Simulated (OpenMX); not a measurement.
## Energy of Na along an even scaling of the cell

System: Na (Im-3m, 1 atom in the cell).
Method: Kohn-Sham DFT of a periodic cell, PBE, OpenMX 2013 PBE set, no spin polarisation (OpenMX 3.8.5).

The 7 runs differ only in the geometry, by an even scaling of the cell at fixed fractional positions. The structure derives from an entry of the Crystallography Open Database.

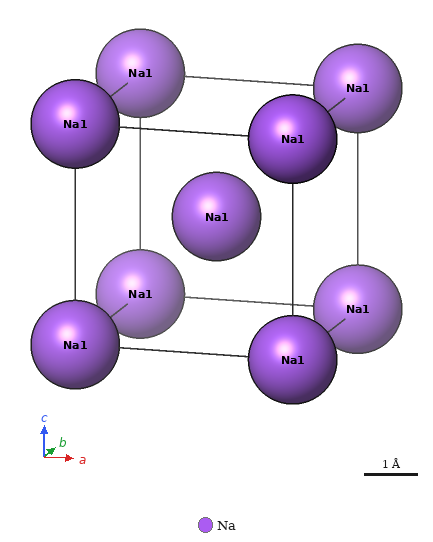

Figure 1. The structure of run 4 (spheres-only view of the cell 2 times as large as that of the calculation, set on its symmetry axes, seen slightly off an axis; atoms are numbered from 1 in the order of the input).

**Input of run 4**
```
System.CurrrentDirectory             ./
System.Name                          Na
DATA.PATH                            ./DFT_DATA13
level.of.stdout                      1
level.of.fileout                     1
Species.Number                       1
<Definition.of.Atomic.Species
  Na  Na9.0-s3p2d2           Na_PBE13
Definition.of.Atomic.Species>

Atoms.Number                         1
Atoms.SpeciesAndCoordinates.Unit     FRAC
<Atoms.SpeciesAndCoordinates
    1  Na    0.0000000000    0.0000000000    0.0000000000   4.500  4.500
Atoms.SpeciesAndCoordinates>

Atoms.UnitVectors.Unit               Ang
<Atoms.UnitVectors
    -2.1410000000    2.1410000000    2.1410000000
     2.1410000000   -2.1410000000    2.1410000000
     2.1410000000    2.1410000000   -2.1410000000
Atoms.UnitVectors>

scf.XcType                           GGA-PBE
scf.SpinPolarization                 off
scf.ElectronicTemperature            580.226
scf.energycutoff                     500.0
scf.maxIter                          100
scf.EigenvalueSolver                 band
scf.Kgrid                            9 9 9
scf.Mixing.Type                      rmm-diisk
scf.Init.Mixing.Weight               0.05
scf.Min.Mixing.Weight                0.001
scf.Max.Mixing.Weight                0.3
scf.Mixing.History                   25
scf.Mixing.StartPulay                8
scf.criterion                        1.0e-8
scf.stress.tensor                    on
MD.Type                              nomd
Band.dispersion                      on
Band.Nkpath                          6
<Band.kpath
   17   0.000000  0.000000  0.000000    0.500000 -0.500000  0.500000  G H
   12   0.500000 -0.500000  0.500000    0.000000  0.000000  0.500000  H N
   12   0.000000  0.000000  0.500000    0.000000  0.000000  0.000000  N G
   15   0.000000  0.000000  0.000000    0.250000  0.250000  0.250000  G P
   15   0.250000  0.250000  0.250000    0.500000 -0.500000  0.500000  P H
    9   0.250000  0.250000  0.250000    0.000000  0.000000  0.500000  P N
Band.kpath>
```

Command:
```bash
openmx Na.dat -nt 1 > Na.std
```

Run 2 has the same physical settings and fractional positions; its lattice vectors (Å) are:
```
  -2.112064    2.112064    2.112064
   2.112064   -2.112064    2.112064
   2.112064    2.112064   -2.112064
```

**Results, with one run withheld**

| run | volume per atom (Å³) | free energy per atom, from the lowest run given (meV) |
| --- | --- | --- |
| 1 | 36.901 | 0.00 |
| 2 | 37.686 | ? |
| 3 | 38.471 | 0.25 |
| 4 | 39.256 | 1.58 |
| 5 | 40.041 | 3.48 |
| 6 | 40.827 | 6.00 |
| 7 | 41.612 | 9.15 |

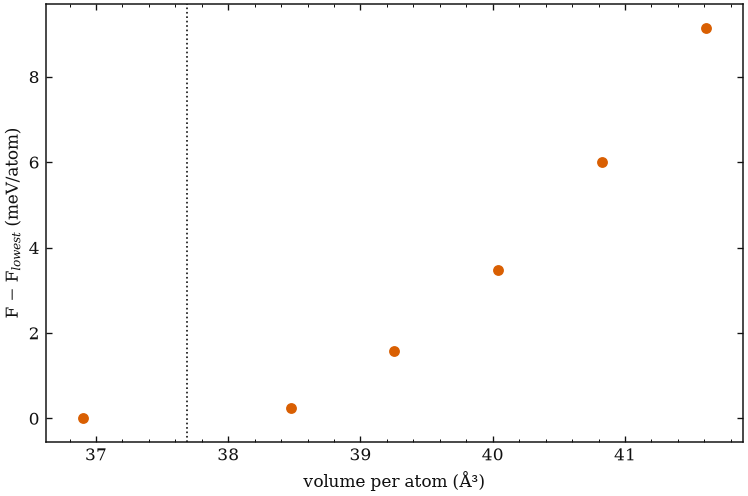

Figure 2. Free energy per atom of the runs given; the dotted line marks run 2.

Fit the runs given and predict run 2.

A cubic polynomial in V^(−2/3) (the Birch–Murnaghan form), fitted to the 6 runs given, misses them by at most 0.04 meV per atom. With x = V^(−2/3) − 0.08627 Å⁻², it reads F = 1.9946 − 1560.4 x + 2.7199e+05 x² − 1.2758e+06 x³ (meV per atom). At run 2 it gives −0.26 meV per atom, and the run itself gives −0.30. The fit has its minimum at 37.537 Å³ per atom, where V d²F/dV² gives 7.87 GPa: the bulk modulus at this level, since symmetry fixes the shape and the positions.

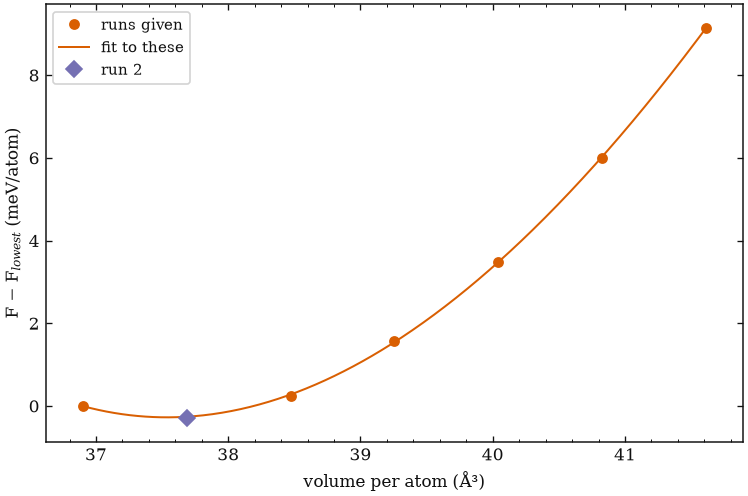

Figure 3. The fit and the withheld run.

**Some lines of the output (run 2)**
```
[...]
  Cell_Volume =    254.318371289255 (Bohr^3)
        Total energy (Hartree) at MD = 1
   kloop=0
   kloop=1
   kloop=364
```

Notes: With a small basis of atomic orbitals these values can differ much from converged plane-wave results.
